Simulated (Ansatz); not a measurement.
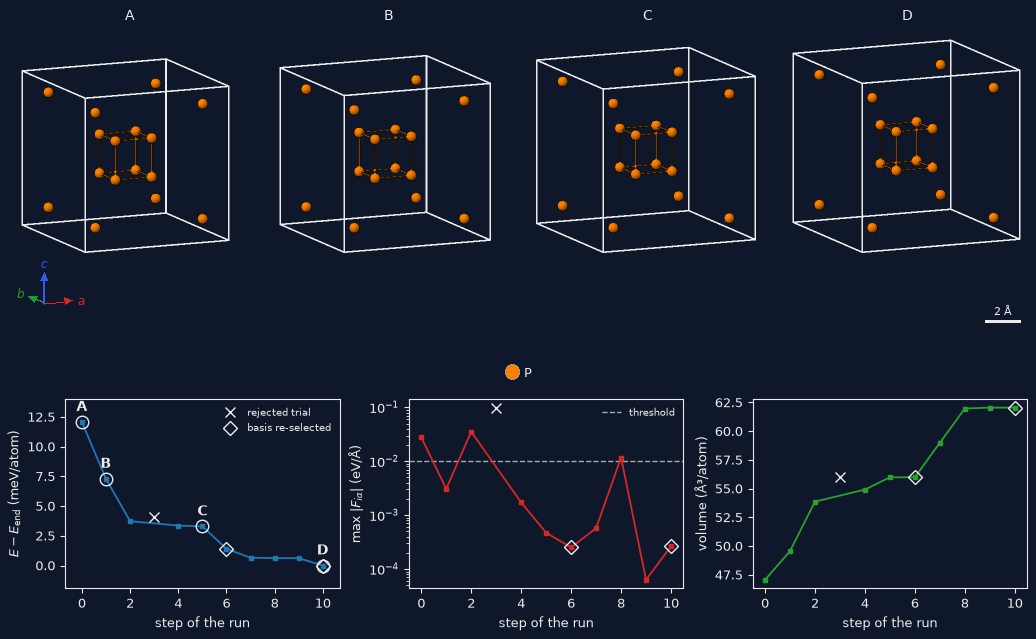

Frames of a relaxation of a crystal of P (a generated structure, set up in Im-3m), marked on the history of the run. The picture is a ball-and-stick view of the conventional cell (2 times the calculation's cell), seen slightly off an axis. Lengths and directions refer to the drawn axes.

These are results of Ansatz, DFT PBE, scalar-relativistic, plane waves, PAW, not measurements.

Input
```yaml
crystal:
  lattice:
    - [-4.5486695537, 4.5486695537, 4.5486695537]
    - [4.5486695537, -4.5486695537, 4.5486695537]
    - [4.5486695537, 4.5486695537, -4.5486695537]
  atoms:
    - { symbol: P, position: [0.252987501, 0.0, 0.0] }
    - { symbol: P, position: [0.747012499, 0.747012499, 0.747012499] }
    - { symbol: P, position: [0.0, 0.252987501, 0.0] }
    - { symbol: P, position: [0.0, 0.0, 0.252987501] }
    - { symbol: P, position: [0.0, 0.747012499, 0.0] }
    - { symbol: P, position: [0.252987501, 0.252987501, 0.252987501] }
    - { symbol: P, position: [0.747012499, 0.0, 0.0] }
    - { symbol: P, position: [0.0, 0.0, 0.747012499] }
basis:
  ecutwfc: 420
kpoints:
  mp_grid: { grid: [6, 6, 6] }
hamiltonian:
  xc: pbe
scf:
  occupations: { method: gaussian, width: 0.02 }
output:
  forces: true
  stress: true
  eigenvalues: true
  write_density: true
  write_potential: true
  elf: true
  volumetric_format: npy
relax:
  adjacent_minimum: "off"
  f_tol: 0.01
  max_steps: 80
  cell: { stress_tol: 0.05 }
```

Run as
```bash
ansatz run input.yaml --threads 1 --pin off --max-ram 2048MiB --backend cpu --events-out ev --progress --plain --runs-dir out
```

Q: What happens along the run?

A: Over 7 accepted moves (10 points after the start) the energy falls by 12.1 meV per atom. The largest force component goes from 0.028 to 0.00026 eV/Å. The pressure goes from 0.29 to 0.01 GPa. The line search rejected the trial step at point 3 of the run. At 2 points the geometry stayed and the basis and grid were re-selected for the new cell (energy shift of 1.9 meV per atom at most each time). The largest moves relative to the cell, 0.19 Å, are those of 8 atoms (P1, P2, P3, P4 and others). P8 goes along [1 1 −1]. Cell: a = b = c 9.097 → 9.976 Å (+9.7 %). Volume +31.9 %. The space group stays Im-3m (No. 229). From step 0 to 1: P atoms move most (0.04 Å), volume +5.3 %, energy −4.8 meV per atom. From step 1 to 5: P atoms move most (0.08 Å), volume +13.0 %, energy −4.0 meV per atom. From step 5 to 10: P atoms move most (0.07 Å), volume +10.8 %, energy −3.3 meV per atom.

```
step  E − E(0), meV/atom  largest force component, eV/Å  pressure, GPa  volume, Å³/atom                      note
   0                0.00                         0.0278           0.29           47.057                          
   1               -4.79                         0.0031           0.25           49.562                          
   2               -8.34                         0.0354           0.18           53.864                          
   3               -7.97                         0.0987          -0.32           56.031                  rejected
   4               -8.71                         0.0017           0.03           54.917                          
   5               -8.78                         0.0005           0.00           55.985                          
   6              -10.67                         0.0003           0.07           55.985  same geometry, new basis
   7              -11.42                         0.0006           0.03           58.989                          
   8              -11.45                         0.0117           0.04           61.969                          
   9              -11.45                         0.0001           0.00           62.050                          
  10              -12.07                         0.0003           0.01           62.050  same geometry, new basis
```
